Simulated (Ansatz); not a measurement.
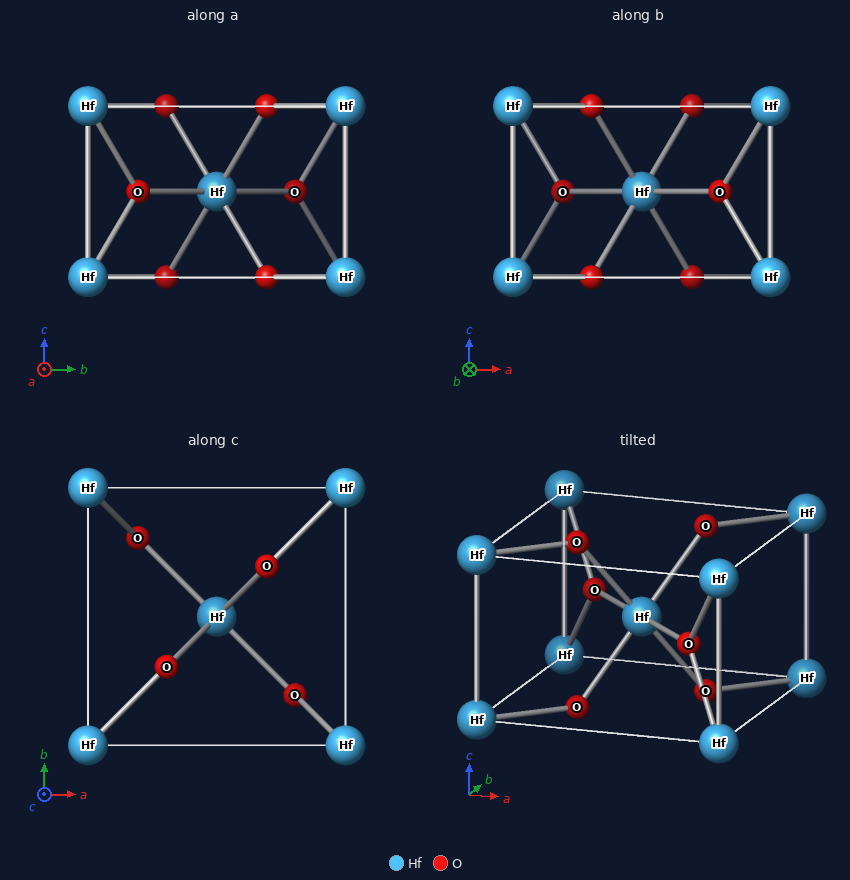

Ball-and-stick model, viewed along the a axis, along the b axis, along the c axis and slightly off an axis. The conventional unit cell is drawn as a box.

Lattice parameters: a = 4.8303 Å, b = 4.8303 Å, c = 3.2097 Å, α = 90.000°, β = 90.000°, γ = 90.000°.

Q: Write down what is shown as a CIF in P1 with every atom of the cell, with free fractional coordinates to two decimals.

A:
```cif
data_structure
_symmetry_space_group_name_H-M 'P 1'
_symmetry_Int_Tables_number 1
_cell_length_a 4.8303
_cell_length_b 4.8303
_cell_length_c 3.2097
_cell_angle_alpha 90.000
_cell_angle_beta 90.000
_cell_angle_gamma 90.000
_cell_volume 74.89
loop_
_atom_site_label
_atom_site_type_symbol
_atom_site_fract_x
_atom_site_fract_y
_atom_site_fract_z
_atom_site_occupancy
Hf1 Hf 0.00 0.00 0.00 1
Hf2 Hf 0.50 0.50 0.50 1
O1 O 0.31 0.31 0.00 1
O2 O 0.19 0.81 0.50 1
O3 O 0.81 0.19 0.50 1
O4 O 0.69 0.69 0.00 1
```

The model was built from a structure type filled with these elements by a generator (whether the compound takes this form wasn't checked). The geometry was optimised with Ansatz, DFT, PBEsol, plane waves, PAW.
